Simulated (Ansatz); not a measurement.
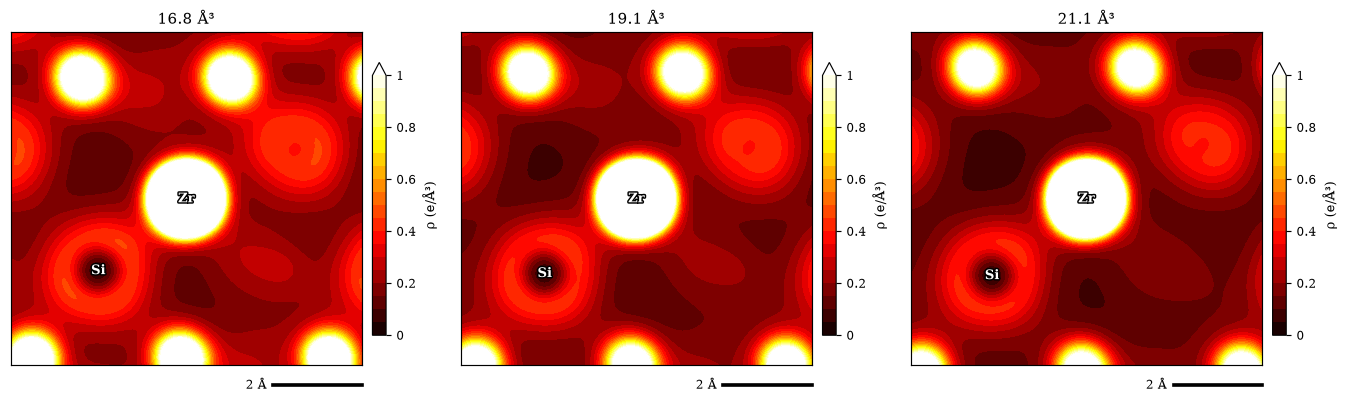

Zr$_{4}$Si$_{3}$. The valence pseudo-density of cells scaled evenly to different volumes (given per atom above each panel), on the (100) plane of each (indices in the axes of the cell below), at one length scale and on one colour scale.

A generated structure, not necessarily the stable one.

All numbers below come from DFT PBE, scalar-relativistic, plane waves, PAW (Ansatz).

The largest cell:

```
Zr Si
1.0
    -4.19254    4.19254    4.19254
     4.19254   -4.19254    4.19254
     4.19254    4.19254   -4.19254
Zr Si
8 6
Cartesian
  1.5348 5.7273 -1.5348
  3.6311 0.5615 -0.5615
  -1.5348 1.5348 5.7273
  -0.5615 3.6311 0.5615
  0.5615 0.5615 0.5615
  5.7273 -1.5348 1.5348
  0.5615 -0.5615 3.6311
  2.6577 2.6577 2.6577
  0.0000 2.0963 3.1444
  6.2888 1.0481 0.0000
  1.0481 0.0000 6.2888
  0.0000 6.2888 1.0481
  2.0963 3.1444 0.0000
  3.1444 0.0000 2.0963
```

| volume (Å³/atom) | Zr–Si contact in the plane (Å) | ρ at its midpoint (e/Å³) | pressure (GPa) | 
| --- | --- | --- | --- |
| 16.84 | 2.577 | 0.368 | 20.8 | 
| 17.42 | 2.604 | ? | ? | 
| 19.14 | 2.681 | 0.317 | 0.0 | 
| 21.06 | 2.760 | 0.285 | −9.9 | 

**Estimate the missing row, and compare with the calculation.**

Over the known rows ln ρ falls by 1.40 per Å of Zr–Si distance (a least-squares line), which gives 0.354 e/Å³ at 2.604 Å; the calculation gives 0.354 e/Å³. For the pressure, a straight line in volume between the neighbouring rows gives 15.6 GPa; the calculation gives 14.4, lower because pressure rises ever faster on compression.
